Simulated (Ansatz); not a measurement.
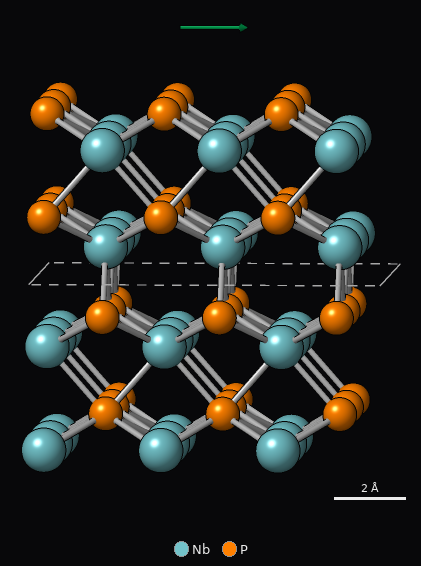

Crystalline NbP (I4_1md): the crystal above a cut along the (0 0 1) plane of the conventional cell (between a plane of P below and one of Nb above, 1.91 Å apart) is slid rigidly by fractions of an in-plane lattice vector 3.35 Å long (a generalised stacking fault). One cut stands in each cell, which starts 11.4 Å high; nothing is relaxed, and the dashed outline marks the cut, the arrow on top the direction of slip. The picture shows the perfect crystal around the cut (dashed). Style: ball-and-stick. Shown: the layers on both sides of the cut, from the side, nearly along the cut plane.

Level of theory: DFT PBE, scalar-relativistic, plane waves, PAW in Ansatz 0.2.0. Set-up: plane-wave cutoff 420 eV; k-point mesh 14 × 14 × 4; occupations gaussian; smearing width 0.15 eV; no spin polarisation. Energies (free energies at the smearing named) are counted from the relaxed crystal.

```
CELL_PARAMETERS angstrom
-3.34705 0.00000 0.00000
0.00000 -3.34705 0.00000
0.00000 0.00000 11.42796
ATOMIC_POSITIONS crystal
Nb 0.00000 0.00000 0.75003
Nb 0.50000 0.50000 0.25003
Nb 0.50000 0.00000 0.50003
Nb 0.00000 0.50000 0.00003
P 0.50000 0.50000 0.83259
P 0.00000 0.00000 0.33259
P 0.00000 0.50000 0.58259
P 0.50000 0.00000 0.08259
```

**Give the energy at each point (the slip: 0.00, 0.10, 0.20, 0.30, 0.40, 0.50, 0.60, 0.70, 0.80, 0.90, 1.00).**

| slip (fraction of the lattice vector) | γ (mJ/m²) |
| --- | --- |
| 0.00 | 0 |
| 0.10 | 162 |
| 0.20 | 647 |
| 0.30 | 1336 |
| 0.40 | 1971 |
| 0.50 | 2237 |
| 0.60 | 1971 |
| 0.70 | 1336 |
| 0.80 | 647 |
| 0.90 | 162 |
| 1.00 | 0 |

Points that are alike by symmetry were computed once.

The curve starts and ends at zero, since a full lattice vector restores the crystal. Its highest computed point is 2237 mJ/m² at slip 0.50, which the unstable stacking-fault energy of this rigid path equals or slightly exceeds. No local minimum shows among the points, so there is no metastable fault on this line. The path is symmetric about half-way. Relaxation across the fault would lower the values.
